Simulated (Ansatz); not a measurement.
Consider W.

```
W
1.0
     2.63655    0.00000    0.00000
     0.00000    2.63655    0.00000
     0.00000    0.00000    2.63655
W
1
Direct
  0.00000 0.00000 0.00000
```

Space group Pm-3m; set up as W, simple cubic; a generated structure, not necessarily the stable one; changed on purpose from its base cell (volume × 0.96); computed pressure about 8 GPa in this cell.

The calculation used Ansatz, DFT, BLYP, plane waves (420 eV) with PAW, scalar-relativistic.

### What will maps of the valence pseudo-density and electron localisation function show?

W–W (2.64 Å): the density is about 0.51 e/Å³ at the midpoint; the ELF is about 0.40 at the midpoint.

### Does the calculation make it a metal, or give it a gap?

It is gapless in this calculation (a metal or semimetal).

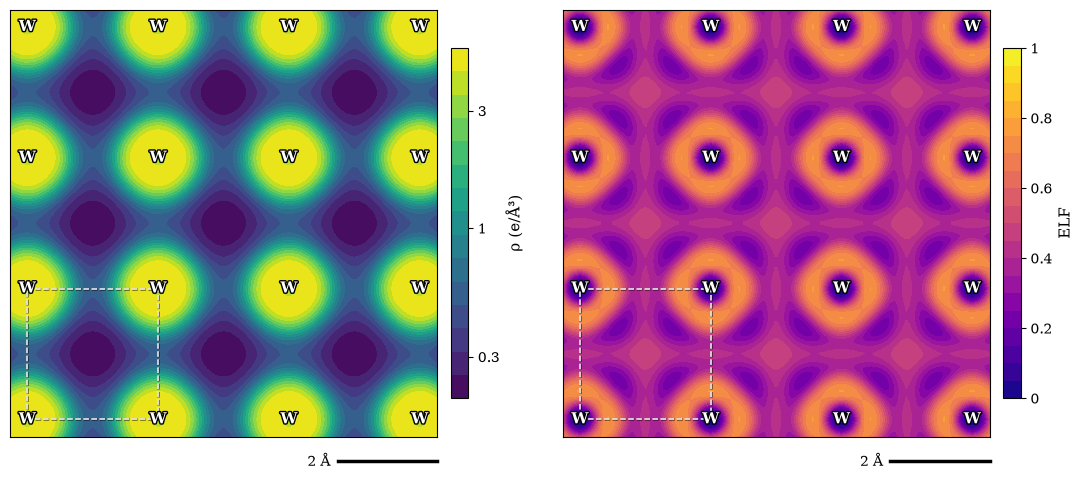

Computed valence pseudo-density and electron localisation function on the (010) plane of the conventional cell, in this order. 

Core electrons are frozen (PAW), and the valence fields are smoothed inside the atomic spheres.
